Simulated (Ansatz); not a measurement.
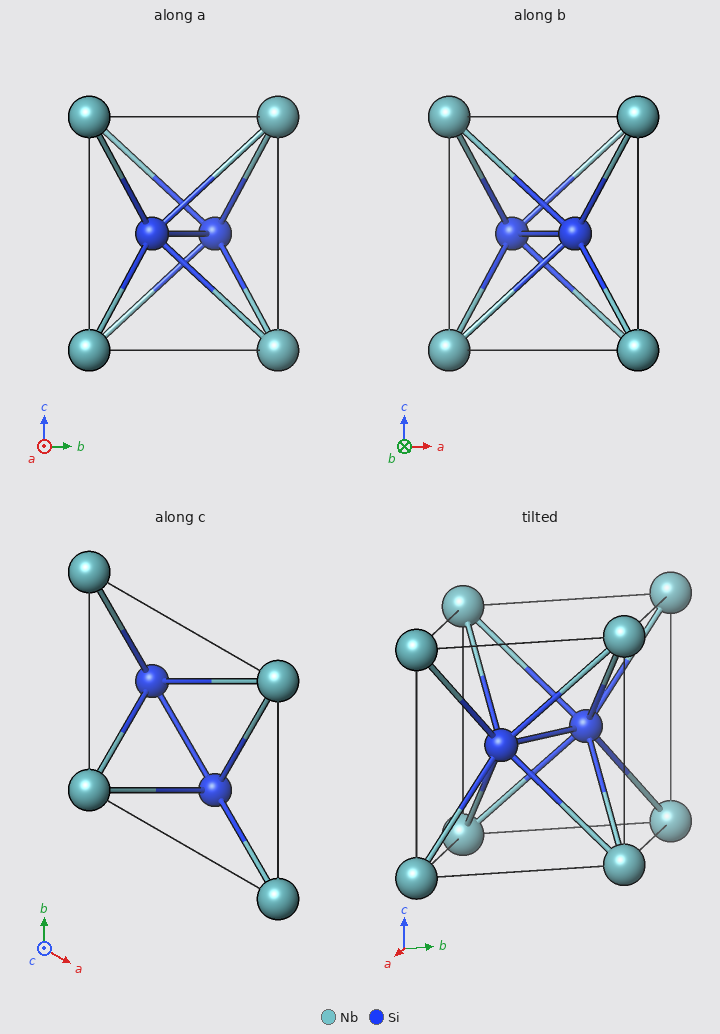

An orthographic ball-and-stick view of the structure, along the a axis, along the b axis, along the c axis and slightly off an axis. The frame is the conventional unit cell; atoms at its boundary are shown with their periodic copies.

Lattice parameters: a = 3.6574 Å, b = 3.6574 Å, c = 3.9149 Å, α = 90.000°, β = 90.000°, γ = 120.000°.

Reconstruct the structure as a CIF in P1 with every atom of the cell.

Answer.
```cif
data_structure
_symmetry_space_group_name_H-M 'P 1'
_symmetry_Int_Tables_number 1
_cell_length_a 3.6574
_cell_length_b 3.6574
_cell_length_c 3.9149
_cell_angle_alpha 90.000
_cell_angle_beta 90.000
_cell_angle_gamma 120.000
_cell_volume 45.35
loop_
_atom_site_label
_atom_site_type_symbol
_atom_site_fract_x
_atom_site_fract_y
_atom_site_fract_z
_atom_site_occupancy
Nb1 Nb 0.0000 0.0000 0.0000 1
Si1 Si 0.3333 0.6667 0.5000 1
Si2 Si 0.6667 0.3333 0.5000 1
```

Shown is a generated cell, made by putting these elements into a known structure type (the compound may or may not exist in this form), as it stood before any relaxation. A calculation with Ansatz used it as input.

At this level of theory the cell isn't at rest (compressed, at 11 GPa), so its distances can differ from those at equilibrium, the more so the softer the solid.
